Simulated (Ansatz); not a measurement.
SiNi: several calculations on one system

**1. Relaxation**

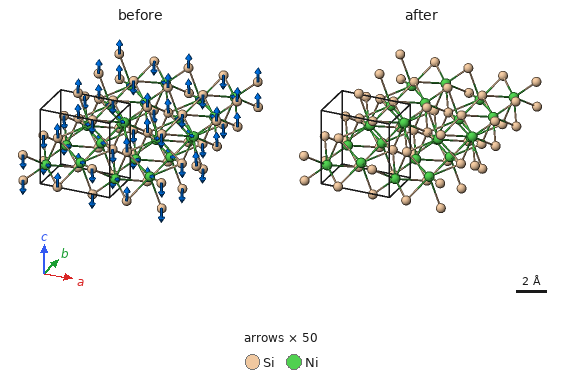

The structure of crystalline SiNi (set up in Pnma) before (left) and after (right) a relaxation, at one scale. The blue arrows give the displacements (the part carried along by the change of the cell is left out), 50 times their true length.

Style: ball-and-stick. Shown: the cell of the calculation, repeated 2 × 3 × 1 with one cell outlined, from a free direction.

Method: DFT PBEsol, scalar-relativistic, plane waves, PAW (Ansatz 0.2.0).

The input:
```yaml
crystal:
  lattice:
    - [5.1731, 0.0, 0.0]
    - [0.0, 3.3381, 0.0]
    - [0.0, 0.0, 5.6049]
  atoms:
    - { symbol: Si, position: [0.32128, 0.75, 0.0825] }
    - { symbol: Si, position: [0.17872, 0.25, 0.5825] }
    - { symbol: Si, position: [0.82128, 0.75, 0.4175] }
    - { symbol: Si, position: [0.67872, 0.25, 0.9175] }
    - { symbol: Ni, position: [0.00779, 0.25, 0.18752] }
    - { symbol: Ni, position: [0.49221, 0.75, 0.68752] }
    - { symbol: Ni, position: [0.50779, 0.25, 0.31248] }
    - { symbol: Ni, position: [0.99221, 0.75, 0.81248] }
basis:
  ecutwfc: 420
kpoints:
  mp_grid: { grid: [8, 10, 6] }
hamiltonian:
  xc: pbesol
scf:
  occupations: { method: gaussian, width: 0.1 }
output:
  forces: true
  stress: true
  eigenvalues: true
relax:
  adjacent_minimum: "off"
  f_tol: 0.005
  max_steps: 80
  cell: { stress_tol: 0.05 }
```

Run as
```bash
ansatz run input.yaml --threads 4 --pin off --max-ram 10240MiB --backend cpu --events-out ev --progress --plain --runs-dir out
```

Question: Summarise the run.

Answer: The energy falls by 38.5 meV per cell of the calculation in 4 accepted moves (5 points after the start). Largest force component: 0.058 eV/Å at the start, 0.0033 eV/Å at the end. The pressure goes from −4.31 to 0.01 GPa. The SCF was repeated once at an unchanged geometry on a basis and grid sized afresh for the cell, which shifted the energy by 0.7 meV per cell of the calculation at most. The largest moves relative to the cell, 0.022 Å, are those of Si1, Si2, Si3 and Si4. Si2 goes along +c. By element the largest moves are Si 0.022 Å, Ni 0.008 Å. Cell: a 5.173 → 5.088 Å (−1.6 %), b 3.338 → 3.358 Å (+0.6 %), c 5.605 → 5.528 Å (−1.4 %). Volume −2.4 %. Some distances before and after: Si1–Ni5 2.400 → 2.377 Å, Si1–Ni7 2.319 → 2.301 Å, Si1–Ni6 2.384 → 2.369 Å, Si1–Ni8 2.278 → 2.264 Å. The space group stays Pnma (No. 62). Cost: 81 s on 4 threads of Intel(R) Xeon(R) Platinum 8259CL CPU @ 2.50GHz (Skylake/Cascade Lake) (shared host), peak memory 0.83 GiB.

Limits of the set-up: an element that often carries a moment was run without spin polarisation.

**2. Relaxation**

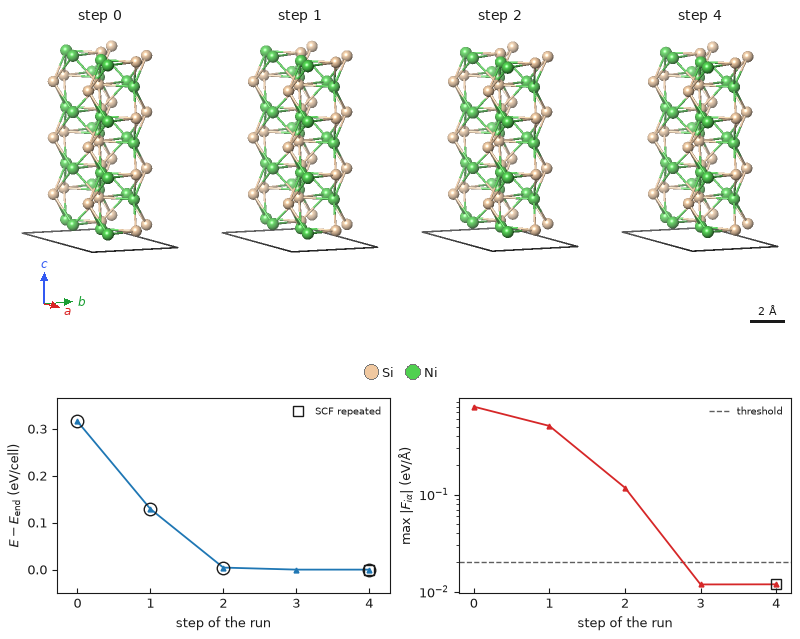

Frames of a relaxation of a slab of composition SiNi (cut from the Pnma phase), marked on the history of the run. The picture is a ball-and-stick view of the 2 × 1 repeat of the cell, outlined in the plane, without the vacuum, seen slightly off an axis.

Case: (0 1 0) slab, atoms relaxed. The slab is the (0 1 0) face of SiNi.

All numbers below come from DFT PBEsol, scalar-relativistic, plane waves, PAW in Ansatz.

Input file:
```yaml
crystal:
  lattice:
    - [5.0878282939, 0.0, 0.0]
    - [0.0, 5.5278301779, 0.0]
    - [0.0, 0.0, 25.0733144842]
  atoms:
    - { symbol: Si, position: [0.8214276659, 0.5865554857, 0.2991227987] }
    - { symbol: Si, position: [0.3214276659, 0.9134445143, 0.2991227987] }
    - { symbol: Ni, position: [0.9906992723, 0.1873863645, 0.2991227987] }
    - { symbol: Ni, position: [0.4906992723, 0.3126136355, 0.2991227987] }
    - { symbol: Si, position: [0.6785723341, 0.0865554857, 0.3660818658] }
    - { symbol: Si, position: [0.1785723341, 0.4134445143, 0.3660818658] }
    - { symbol: Ni, position: [0.5093007277, 0.6873863645, 0.3660818658] }
    - { symbol: Ni, position: [0.0093007277, 0.8126136355, 0.3660818658] }
    - { symbol: Si, position: [0.8214276659, 0.5865554857, 0.4330409329] }
    - { symbol: Si, position: [0.3214276659, 0.9134445143, 0.4330409329] }
    - { symbol: Ni, position: [0.9906992723, 0.1873863645, 0.4330409329] }
    - { symbol: Ni, position: [0.4906992723, 0.3126136355, 0.4330409329] }
    - { symbol: Si, position: [0.6785723341, 0.0865554857, 0.5] }
    - { symbol: Si, position: [0.1785723341, 0.4134445143, 0.5] }
    - { symbol: Ni, position: [0.5093007277, 0.6873863645, 0.5] }
    - { symbol: Ni, position: [0.0093007277, 0.8126136355, 0.5] }
    - { symbol: Si, position: [0.8214276659, 0.5865554857, 0.5669590671] }
    - { symbol: Si, position: [0.3214276659, 0.9134445143, 0.5669590671] }
    - { symbol: Ni, position: [0.9906992723, 0.1873863645, 0.5669590671] }
    - { symbol: Ni, position: [0.4906992723, 0.3126136355, 0.5669590671] }
    - { symbol: Si, position: [0.6785723341, 0.0865554857, 0.6339181342] }
    - { symbol: Si, position: [0.1785723341, 0.4134445143, 0.6339181342] }
    - { symbol: Ni, position: [0.5093007277, 0.6873863645, 0.6339181342] }
    - { symbol: Ni, position: [0.0093007277, 0.8126136355, 0.6339181342] }
    - { symbol: Si, position: [0.8214276659, 0.5865554857, 0.7008772013] }
    - { symbol: Si, position: [0.3214276659, 0.9134445143, 0.7008772013] }
    - { symbol: Ni, position: [0.9906992723, 0.1873863645, 0.7008772013] }
    - { symbol: Ni, position: [0.4906992723, 0.3126136355, 0.7008772013] }
basis:
  ecutwfc: 420
kpoints:
  mp_grid: { grid: [7, 6, 1] }
hamiltonian:
  xc: pbesol
scf:
  occupations: { method: gaussian, width: 0.1 }
output:
  forces: true
  eigenvalues: true
  write_density: true
  write_potential: true
  elf: true
  volumetric_format: npy
relax:
  adjacent_minimum: "off"
  f_tol: 0.02
  max_steps: 60
efield:
  axis: 3
  dipole_correction: true
  ramp_width: 0.04
```

Run as
```bash
ansatz run input.yaml --threads 4 --pin off --max-ram 10240MiB --backend cpu --events-out ev --progress --plain --runs-dir out
```

> What happens along the run?

The largest moves relative to the layer's centre, 0.14 Å, are those of Ni3, Ni4, Ni27 and Ni28. Ni28 goes at 10° to the normal (−c side). Largest moves by element: Ni 0.14 Å, Si 0.10 Å. The lattice vectors keep their values. Some distances before and after: Ni3–Si5 2.377 → 2.265 Å, Si1–Ni3 2.369 → 2.285 Å, Ni3–Si6 2.301 → 2.224 Å, Si13–Ni15 2.369 → 2.342 Å. Among the angles between lasting bonds that change: Si5–Ni3–Si6 83.7° → 88.0°, Ni3–Si6–Ni4 68.6° → 71.8°, Si2–Ni3–Si5 109.9° → 112.9°. The energy falls by 0.316 eV per cell of the calculation in 3 accepted moves (4 points after the start). The largest force component goes from 0.8 to 0.012 eV/Å. 1 step only repeated the SCF at the same geometry. From step 0 to 1: Ni atoms move most (0.05 Å), energy −0.187 eV per cell of the calculation. From step 1 to 2: Ni atoms move most (0.10 Å), energy −0.125 eV per cell of the calculation. From step 2 to 4: energy −4.4 meV per cell of the calculation.

```tsv
step	E − E(0), meV/atom	largest force component, eV/Å	note
0	0.00	0.8014	
1	-6.66	0.5077	
2	-11.12	0.1174	
3	-11.28	0.0119	
4	-11.28	0.0119	same geometry, SCF repeated
```

Limits of the set-up: an element that often carries a moment was run without spin polarisation.

**3. A change**

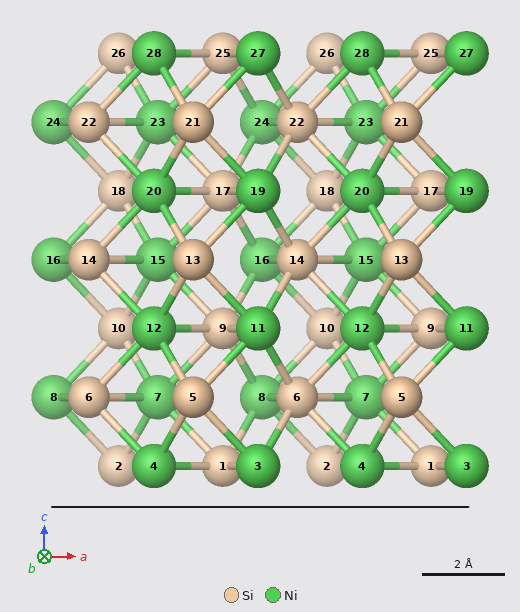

The starting point is a (0 1 0) slab of SiNi as cut from the relaxed bulk. A ball-and-stick model of the 2 × 1 repeat of the cell, outlined in the plane, without the vacuum, seen along the b axis.

Computed with DFT PBEsol, scalar-relativistic, plane waves, PAW (Ansatz). Settings: plane-wave cutoff 420 eV; occupations gaussian; smearing width 0.1 eV; no spin polarisation. The k-mesh is chosen for each cell (7×6×10, 7×6×1).

Change: The atoms of the slab are relaxed at the bulk's in-plane cell.

Predict the response.

Answer. The surface energy (mean of the two faces) falls from 2.25 to 2.16 J/m². The top spacing, between the Si2Ni2 and Si2Ni2 planes, goes from 1.68 to 1.60 Å (−4.9 %), the bottom one (Si2Ni2 to Si2Ni2) from 1.68 to 1.60 Å (−4.9 %). The top plane rumples by 0.08 Å. The cell doesn't change. The largest moves relative to the layer's centre, 0.14 Å, are those of Ni3, Ni4, Ni27 and Ni28. Ni28 goes at 10° to the normal (−c side). Largest moves by element: Ni 0.14 Å, Si 0.10 Å. Near-neighbour distances before and after: Ni–Si 2.374 → 2.265 to 2.389 Å, Ni–Si 2.301 → 2.224 to 2.320 Å, Ni–Si 2.264 → 2.259 Å.

Drawn alike, the variant:

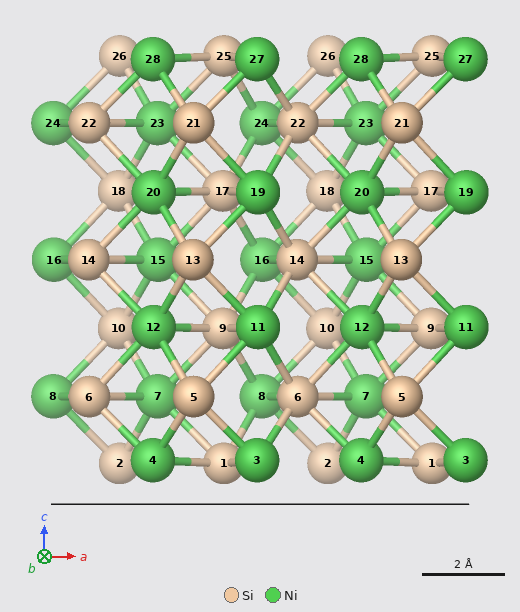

Limits of the set-up: an element that often carries a moment was run without spin polarisation.
